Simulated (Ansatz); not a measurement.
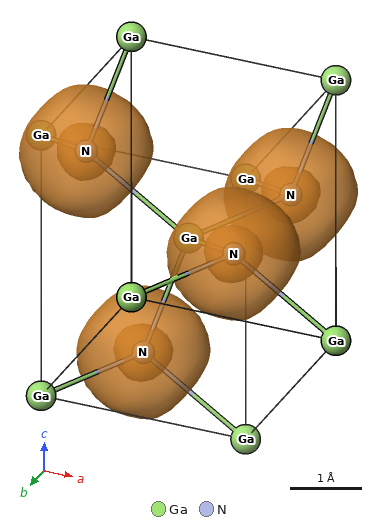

*GaN. Isosurface of the ELF at 0.65 (orange), seen at an oblique angle. Core shells and regions of very low density are left out. Sticks mark near contacts.*

Space group I-4m2; a structure from a database of computed crystals, not necessarily the ambient phase; changed on purpose from its base cell (strain -0.0600 x Voigt [0, 0, 1, 0, 0, 0], atoms carried along); computed pressure about 18 GPa in this cell.

Computed with Ansatz, DFT PBE, scalar-relativistic, plane waves, PAW.

In a PAW calculation such maps are meaningful between the atoms, not at the nuclei.

Question: What do the ELF domains correspond to?

Answer: The surface consists of two regions wrapped around N (the valence shell of each), counted in one cell of 4 atoms. Regions shared between cells count once. Profiles from the grid: Ga–N (1.91 Å): the ELF peaks at about 0.85 in the valence shell of N, 0.6 Å from its nucleus, and is about 0.50 at the midpoint.

Question: Does the calculation give a band gap?

Answer: It is gapped, with a Kohn–Sham gap of 1.9 eV on the k-point mesh, an upper bound to the gap of this method.
